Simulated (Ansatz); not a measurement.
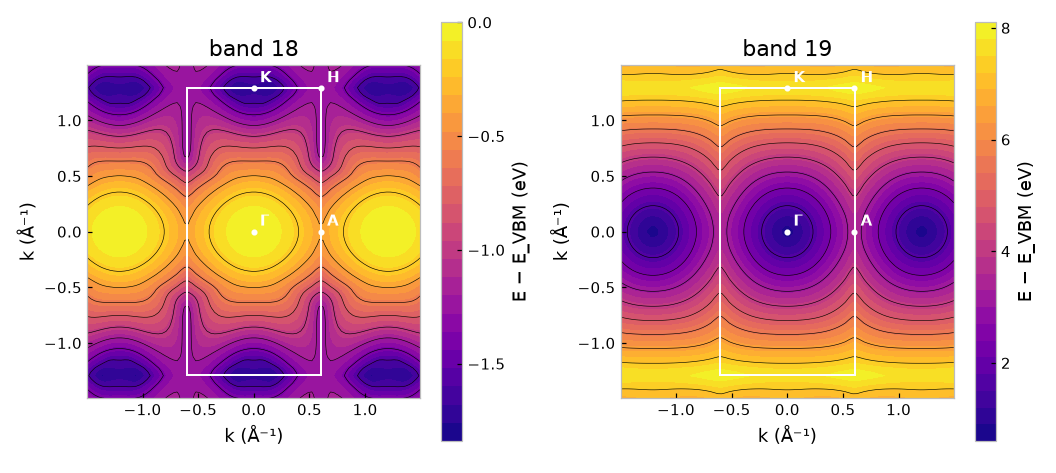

Two bands of ZnO (P6_3mc) over the plane through Γ, A and K: the highest mostly filled and the lowest mostly empty one.

Level of theory: DFT PBE, scalar-relativistic, plane waves, PAW; levels and slopes on a dense k mesh at the converged density (Ansatz). No spin polarisation. The levels come from a k mesh of 30×30×16 points. Unrelaxed database geometry (residual pressure 5 GPa).

**Give both levels and their distance at the named points.**

```json
{"point": "Γ", "lower band (eV)": "0.00", "upper band (eV)": "0.81", "distance (eV)": "0.81"}
{"point": "A", "lower band (eV)": "−0.40", "upper band (eV)": "3.47", "distance (eV)": "3.87"}
{"point": "K", "lower band (eV)": "−1.70", "upper band (eV)": "7.70", "distance (eV)": "9.40"}
{"point": "H", "lower band (eV)": "−1.23", "upper band (eV)": "8.02", "distance (eV)": "9.24"}
```

**Where are the band edges of the whole zone?**

The valence band has one maximum at Γ, two bands meeting there, with masses of 0.16 and 2.65 mₑ along x, 0.16 and 2.65 mₑ along y and 2.86 mₑ along z; the conduction band has one minimum at Γ, mass 0.15 mₑ in all directions. The gap is direct, 0.81 eV at this level of theory (semilocal functionals give gaps that are too small, and can reorder valleys that lie close).

Spin-orbit coupling, left out here, can split bands that meet at an edge and change their masses.
